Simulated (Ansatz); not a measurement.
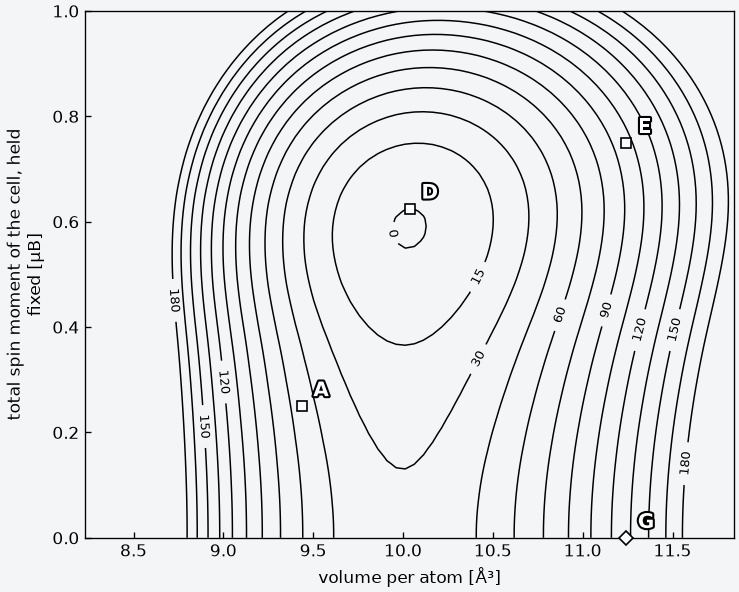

Ni (Fm-3m, No. 225; 1 atom in the cell). The energy is mapped over volume and a fixed ferromagnetic moment. The first coordinate is: volume per atom; the second: total spin moment of the cell, held fixed. Nothing is relaxed (shape and fractional coordinates fixed). The scan uses a 7 × 9 grid. Points are written as (first, second). Energies: meV/atom, counted from the lowest grid point. The moment is held fixed and parallel; antiferromagnetic orders weren't tried. The electronic state followed may not be the lowest one. The calculation used Ansatz 0.2.0, DFT LDA, scalar-relativistic, plane waves, PAW. Settings: cutoff 520 eV, k-mesh 24×24×24, gaussian smearing 0.15 eV.

The picture shows contour lines labelled in meV/atom (none above 180), lettered points. Between grid points the surface is interpolated.

Question: Is D the lowest point of the computed grid?

Answer: Yes. D, at (10.04 Å³, 0.625 μB), has the lowest energy of the grid.

Question: Rank the lettered points by energy, lowest first.

Answer: D (0 meV/atom), A (53 meV/atom), E (100 meV/atom), G (131 meV/atom).

PAW datasets: the set soft_1.
